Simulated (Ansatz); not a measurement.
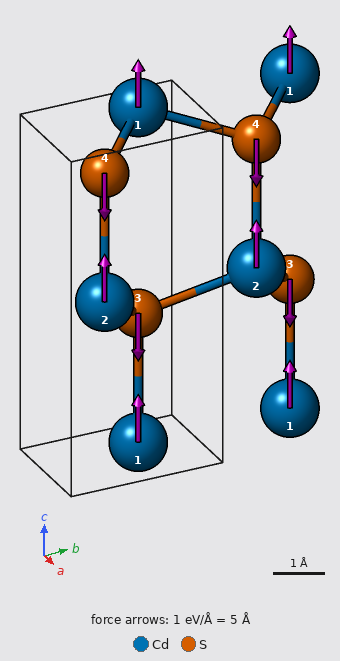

A changed version of a crystal of CdS (set up in P6_3mc), with the computed forces as purple arrows. Besides, all lengths are scaled by +1.3 % (volume +4.0 %). Style: ball-and-stick. Shown: the cell of the calculation, repeated 1 × 2 × 1 with one cell outlined, slightly off an axis.

The calculation used DFT, LDA, PAW with Ansatz's default frozen-core files, scalar-relativistic in Ansatz 0.2.0. Settings: plane-wave cutoff 420 eV; k-point mesh 8 × 8 × 4; occupations fermi dirac; smearing width 0.02 eV; no spin polarisation.

Question: Where do the forces point?

Answer: The atoms keep their fractional coordinates. No relaxation follows. Energy change: +23.3 meV per atom. The pressure goes from −2.7 to −4.7 GPa. The principal stresses (compression positive) are −5.5 GPa along c and −4.2 GPa across it. The largest forces, 0.2 eV/Å, act on Cd1, Cd2, S3 and S4; on S3 it points along −c. Some distances before and after: Cd–S 2.598 → 2.633 Å, Cd–S 2.510 → 2.543 Å. The space group stays P6_3mc (No. 186).
